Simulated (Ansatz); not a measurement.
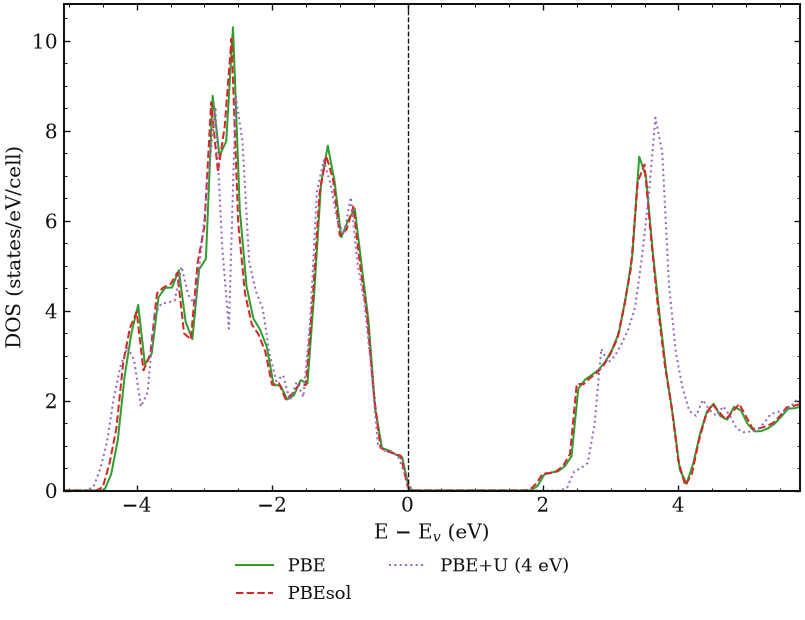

Total densities of states of BaTiO₃, space group P4mm (No. 99), 5 atoms in the cell, by three methods on the same cell. Each is counted from its own valence-band top.

**What changes from one method to the other?**

PBE gives a gap of 1.84 eV, PBEsol gives a gap of 1.80 eV and PBE+U (4 eV) gives a gap of 2.32 eV.

Settings. PBE: DFT PBE, scalar-relativistic, plane waves, PAW, no spin polarisation, 8×8×8 k mesh, 420 eV cutoff, Gaussian smearing of 0.02 eV (Ansatz). PBEsol: DFT PBEsol, scalar-relativistic, plane waves, PAW, no spin polarisation, 8×8×8 k mesh, 420 eV cutoff (Ansatz). PBE+U (4 eV): DFT PBE+U, scalar-relativistic, plane waves, PAW, Ueff = 4 eV on Ti d, spin-polarised, 8×8×8 k mesh, 420 eV cutoff, Gaussian smearing of 0.02 eV (Ansatz 0.2.0).
